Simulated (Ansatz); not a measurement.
The coordinates of a crystal:

```
Mg O
1.0
     3.52908    0.00000    0.00000
    -1.76454    3.05627    0.00000
     0.00000    0.00000    4.86778
Mg O
2 2
Direct
  0.33333 0.66667 0.01420
  0.66667 0.33333 0.51420
  0.33333 0.66667 0.39040
  0.66667 0.33333 0.89040
```

**Interpret the file: composition, symmetry and coordination.**

The formula is MgO. The symmetry is that of P6_3mc (No. 186), on a primitive hexagonal lattice. Cell content 2 Mg, 2 O; Z = 2. The Mg atoms are each bonded to four O in a distorted tetrahedral arrangement at 1.83 to 2.12 Å. The neighbours of O are four Mg in a distorted tetrahedral arrangement at 1.83 to 2.12 Å. The bonds build a three-dimensional framework.

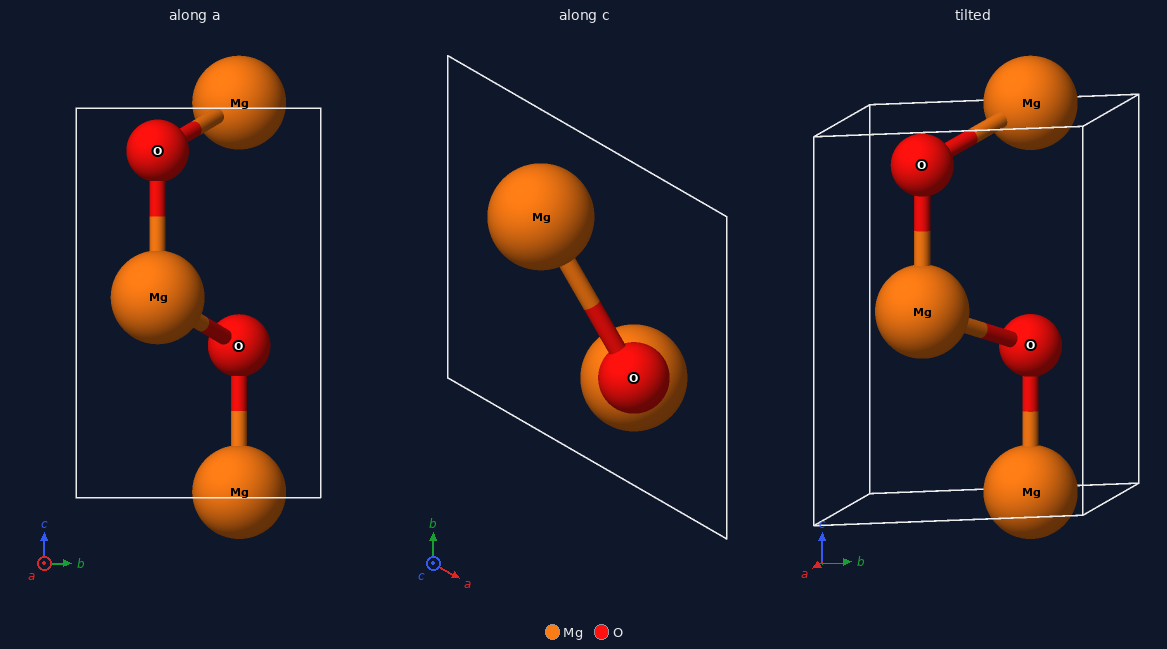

Drawn in the ball-and-stick manner and seen along the a axis, along the c axis and slightly off an axis. The parallelepiped is the conventional unit cell. Colours: magnesium orange, oxygen red.

The starting point was a structure listed in the Materials Project. The cell was then strained or its atoms displaced on purpose. Ansatz was used for an electronic-structure calculation on it.

At this level of theory the cell isn't at rest (stretched, at -6 GPa and forces up to 2.0 eV/Å), so its distances can differ from those at equilibrium, the more so the softer the solid.
